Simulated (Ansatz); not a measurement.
# Decay constant of the tunnelling density against sample bias on Te-covered and C-covered Ru(0001), PBE and PBE-D3(BJ)

We calculate how fast the density of states between the Fermi level and the sample bias dies out above two ordered overlayers on Ru(0001): tellurium in a (2×2) pattern and carbon in a (√3×√3)R30° pattern. The question is how the decay constant κ changes with the size and sign of the bias. This matters wherever tip heights or apparent barriers from scanning tunnelling microscopy are used to characterise a contact or a coated metal, because κ sets how strongly the current responds to distance. Each κ is compared with κ₀, the value for a free electron without momentum along the surface. Energies are counted from the Fermi level, and negative bias images filled states.

## Calculations

Ansatz 0.2.0, plane-wave Kohn-Sham DFT with its default PAW datasets at cutoffs of 420 eV, level as listed. Slabs and stacks are built by hand and relaxed; a single point with 17 to 18 Å of vacuum, a dipole correction, Fermi-Dirac smearing of 0.05 eV and meshes of 12 to 18 points along the first in-plane vector gives the density of the states between the Fermi level and the sample bias. Its planar mean n(z) is fitted as exp(−2κz) between 3 and 5 Å above the top atom. Spin-paired, no spin-orbit coupling.

Notes on method and selection:

- A free electron at the Fermi level with no momentum along the surface decays with κ₀ = 0.5123·√Φ Å⁻¹, Φ in eV; momentum along the surface raises κ, and the slow approach of the potential to the vacuum level lowers it.
- The tip is left out (Tersoff-Hamann).
- Slabs this thin have discrete subbands, so κ depends on which of them fall in the window.
- Windows narrower than 0.1 V hold too few states on these meshes and are not listed; a blank corrugation was not computed at that height.
- Runs in which the search for lower states was switched off are not listed.
- Work functions and vacuum levels are read from the electrostatic potential (Hartree and local ionic parts), which a warning of a rough exchange-correlation potential in thin density does not concern.
- Sites and patterns name the starting structure; atoms can leave their sites in the relaxation.
- The default PAW datasets of this version of Ansatz are the set soft_2.
- Runs that did not converge, have known faults or may not be shown are not listed, and runs on Ansatz's PAW sets soft_1 and soft_2 are kept to separate tables.

Columns:

- bias (V): sample bias; negative images filled states.
- κ₀ of window top (Å⁻¹): 0.5123·√(Φ − E) for the highest energy E in the window, from the Fermi level.
- κ (Å⁻¹): decay constant κ of the window's density.
- corrugation (Å): corrugation at constant current, set to the mean density at the first listed height.

## Table of results

```
member  surface                                                         bias (V)  κ₀ of window top (Å⁻¹)  κ (Å⁻¹)  corrugation (Å)
−1.5 V  Ru(0001)-(2x2)-Te, fcc site (PBE, Φ 4.51 eV, 3 Å)               −1.5      1.088                   1.294    1.22
−0.7 V  Ru(0001)-(2x2)-Te, fcc site (PBE, Φ 4.51 eV, 3 Å)               −0.7      1.088                   1.247    1.32
−0.2 V  Ru(0001)-(2x2)-Te, fcc site (PBE, Φ 4.51 eV, 3 Å)               −0.2      1.088                   1.200    1.04
+0.2 V  Ru(0001)-(2x2)-Te, fcc site (PBE, Φ 4.51 eV, 3 Å)               0.2       1.064                   1.199    1.09
+0.7 V  Ru(0001)-(2x2)-Te, fcc site (PBE, Φ 4.51 eV, 3 Å)               0.7       1.000                   1.163    1.01
+1.5 V  Ru(0001)-(2x2)-Te, fcc site (PBE, Φ 4.51 eV, 3 Å)               1.5       0.889                   1.078    1.04
−1.2 V  Ru(0001)-(r3xr3)R30-C, hcp site (PBE-D3(BJ), Φ 5.56 eV, 3.5 Å)  −1.2      1.208                   1.421    0.09
−0.4 V  Ru(0001)-(r3xr3)R30-C, hcp site (PBE-D3(BJ), Φ 5.56 eV, 3.5 Å)  −0.4      1.208                   1.380    0.07
+0.4 V  Ru(0001)-(r3xr3)R30-C, hcp site (PBE-D3(BJ), Φ 5.56 eV, 3.5 Å)  0.4       1.164                   1.332    0.25
+1.2 V  Ru(0001)-(r3xr3)R30-C, hcp site (PBE-D3(BJ), Φ 5.56 eV, 3.5 Å)  1.2       1.070                   1.296    0.51
```

κ (Å⁻¹) against bias (V):

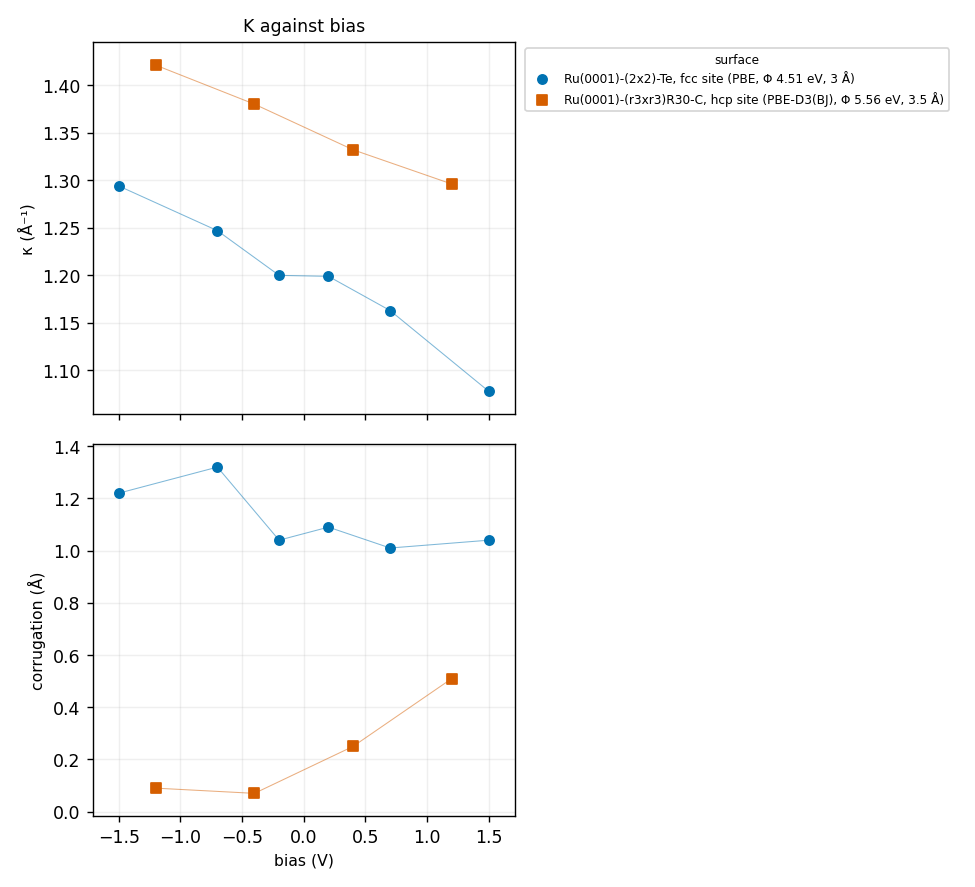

## Reading the trend

On both surfaces κ is largest at the most negative bias and smallest at the most positive. With tellurium it falls from 1.294 to 1.078 Å⁻¹ over 3.0 V, a mean slope of (1.078 − 1.294) / 3.0 = −0.072 Å⁻¹ per V. With carbon it falls from 1.421 to 1.296 Å⁻¹ over 2.4 V, a mean slope of (1.296 − 1.421) / 2.4 = −0.052 Å⁻¹ per V.

The main reason is the barrier. A wider filled window adds states lying deeper below the vacuum level, which decay faster; a wider empty window adds states closer to it, which decay more slowly. The simplest measure takes the barrier at the centre of the window, κ_c = 0.5123·√(Φ − V/2), with Φ in eV and V the signed bias in volts. With tellurium it is 0.5123 × √(4.51 + 0.75) = 1.175 Å⁻¹ at −1.5 V and 0.5123 × √(4.51 − 0.75) = 0.993 Å⁻¹ at +1.5 V, a fall of 1.175 − 0.993 = 0.182 Å⁻¹; the calculated κ falls by 1.294 − 1.078 = 0.216 Å⁻¹. With carbon it is 0.5123 × √(5.56 + 0.6) = 1.271 Å⁻¹ at −1.2 V and 0.5123 × √(5.56 − 0.6) = 1.141 Å⁻¹ at +1.2 V, a fall of 1.271 − 1.141 = 0.130 Å⁻¹; the calculated κ falls by 1.421 − 1.296 = 0.125 Å⁻¹.

κ lies above κ_c in all ten rows, on average by about 0.11 Å⁻¹ with tellurium and 0.15 Å⁻¹ with carbon. If each row is predicted from κ_c plus the mean offset of the other rows on its surface, the typical miss is about 0.015 Å⁻¹ for tellurium and 0.003 Å⁻¹ for carbon. Using the mean κ of the other rows instead gives misses of about 0.06 Å⁻¹ on both surfaces.

The positive offset has the sign expected from momentum along the surface, since κ² = κ₀² + k∥² for a plane wave outside the metal. The larger offset with carbon may come partly from its smaller surface cell, which allows larger k∥ before the bands fold back.

The higher level of κ with carbon follows mostly from its work function, 5.56 against 4.51 eV, which raises κ₀ at the Fermi level by 1.208 − 1.088 = 0.120 Å⁻¹. The dispersion term used only for carbon adds nothing to the electronic potential and can act on κ only through the relaxed positions.

## Residuals

The tellurium row at +1.5 V lies farthest from the window-centre estimate. Its offset is 1.078 − 0.993 = 0.085 Å⁻¹, against a mean of 0.116 Å⁻¹ for the other five tellurium rows. In a wide empty window the uppermost states reach farthest into the vacuum and gain weight with height, which can pull κ below the estimate. The carbon row at +1.2 V shows no such lowering, so the character of the states that enter the window must matter too.

The tellurium rows at −0.2 and +0.2 V have practically the same κ, although κ_c falls from 0.5123 × √(4.51 + 0.1) = 1.100 Å⁻¹ to 0.5123 × √(4.51 − 0.1) = 1.076 Å⁻¹ between them. These are the narrowest windows listed, and a few discrete subbands of the thin slab can shift κ by this much.

In corrugation, carbon at −0.4 V stands out with only 0.07 Å, against 0.51 Å at +1.2 V. The brightest spot lies nearest a ruthenium atom at −0.4 V but over carbon at −1.2 V. The contrast thus reverses between these two windows, and both images are nearly flat.

## Questions the table answers

**How much does the bias change the loss of density per Å above the tellurium overlayer?**
The density falls by a factor exp(2κ) per Å. At −1.5 V this is exp(2 × 1.294) = 13.3, and at +1.5 V it is exp(2 × 1.078) = 8.6. The factor by which a retraction of 1 Å weakens the signal is therefore 13.3 / 8.6 = 1.5 times as large at the negative bias.

**Can the work function be read from κ at low bias?**
Inverting the free-electron formula gives an apparent barrier of (κ / 0.5123)². For tellurium at −0.2 V this is (1.200 / 0.5123)² = 5.49 eV, which is 5.49 − 4.51 = 0.98 eV above the calculated work function. For carbon at −0.4 V it is (1.380 / 0.5123)² = 7.26 eV, too high by 7.26 − 5.56 = 1.70 eV. The inversion is unsuitable for either surface at these heights.

**For a quick estimate of a bias effect, should the barrier be taken at the top or the centre of the window?**
For tellurium between −0.2 and −1.5 V, the window top stays at the Fermi level and predicts no change. The centre predicts a rise of 1.175 − 1.100 = 0.075 Å⁻¹, and the calculated rise is 1.294 − 1.200 = 0.094 Å⁻¹. For carbon between +0.4 and +1.2 V, the top predicts a fall of 1.164 − 1.070 = 0.094 Å⁻¹ and the centre, with 0.5123 × √(5.56 − 0.2) = 1.186 Å⁻¹ at +0.4 V, one of 1.186 − 1.141 = 0.045 Å⁻¹; the calculated fall is 1.332 − 1.296 = 0.036 Å⁻¹. The centre is the better choice in both cases.

## Summary

At the listed biases, from −1.5 to +1.5 V with tellurium and −1.2 to +1.2 V with carbon, κ follows the barrier at the window centre plus an offset particular to each surface. The offsets belong to these slabs and to the fit between 3 and 5 Å, and should not be carried to other overlayers or to narrower windows.

PBE lacks the long image tail of the potential outside a metal; including it would lower κ. The missing tip also matters: for a tip of similar work function, its field would raise the mean barrier at positive sample bias and lower it at negative bias, so the fall of κ with bias would be weaker.

All single points carried a warning of a rough exchange-correlation potential in thin density, which is where κ is fitted. Changes with bias on one surface share the same potential and are safer than the absolute values, on which the offsets and the apparent barriers depend.

[Logs are printed without paths, hosts, clocks, repeated set-up lines and the standing remarks that a program may print on its own settings, such as how far it seeks lower states.]
